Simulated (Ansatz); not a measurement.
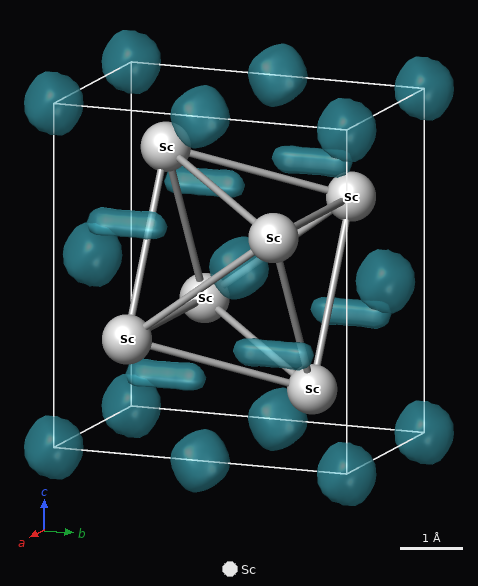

Sc. Isosurface of the ELF at 0.7 (cyan), seen slightly off an axis. Core shells and regions of very low density are left out. Sticks mark near contacts.

Space group P6₃/mmc.

The calculation used DFT PBE, scalar-relativistic, plane waves, PAW (Ansatz).

Question: Identify the bonds, lone pairs and shells in this picture.

Answer: The ELF exceeds this value in eight pockets between the atoms, centred on no nucleus (multi-centre or interstitial), counted in one cell of 4 atoms. Regions shared between cells count once. There are no localised bonds or lone pairs at this value. Profiles from the grid: Sc–Sc (3.22 Å): the ELF is about 0.20 at the midpoint (no localised pair shows between them). Sc–Sc (3.32 Å): the ELF is about 0.30 at the midpoint.
